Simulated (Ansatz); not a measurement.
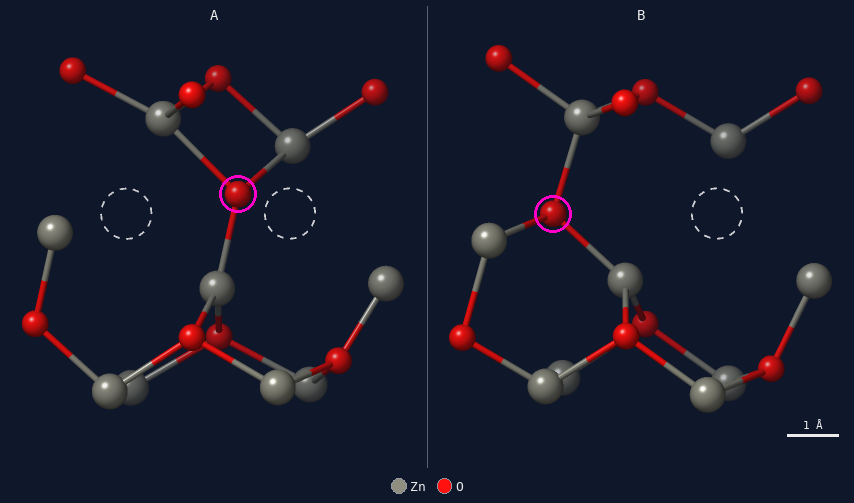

A vacancy jump of oxygen in ZnO (P6_3mc phase), in a cell of charge +2 (on a uniform background) with 15 atoms, whose images lie 6.2 Å apart. One frame is the relaxed vacancy; in the other the neighbouring O atom (ringed) was set half-way along its jump of 3.25 Å and all atoms were relaxed in the symmetry of that start. Dashed circles mark empty sites. Style: ball-and-stick. Shown: the slice 3.8 Å thick through the jump, out to 4.4 Å from its middle, across the jump.

Method: Ansatz 0.2.0, DFT PBE, scalar-relativistic, plane waves, PAW. Set-up: plane-wave cutoff 420 eV; k-point mesh 4 × 4 × 4; occupations gaussian; smearing width 0.05 eV; no spin polarisation; atoms relaxed in a fixed cell; force threshold 0.02 eV/Å.

Which frame is the half-way one, and how far apart are the two in energy?

Frame A is the half-way start after relaxation. It lies 0.60 eV above the relaxed vacancy. The atom slides 0.18 of the jump length along the path, so the half-way point isn't stationary and this energy isn't the barrier. There it has 4 Zn as nearest neighbours, the closest at 1.92 Å. The gap on the mesh is 0.09 eV with the relaxed vacancy and 0.12 eV half-way.

Limits of the set-up: the periodic images lie only 6.2 Å apart, so the values are limited by the cell's size; the cell is charged, on a uniform background, and energies carry no finite-size correction.
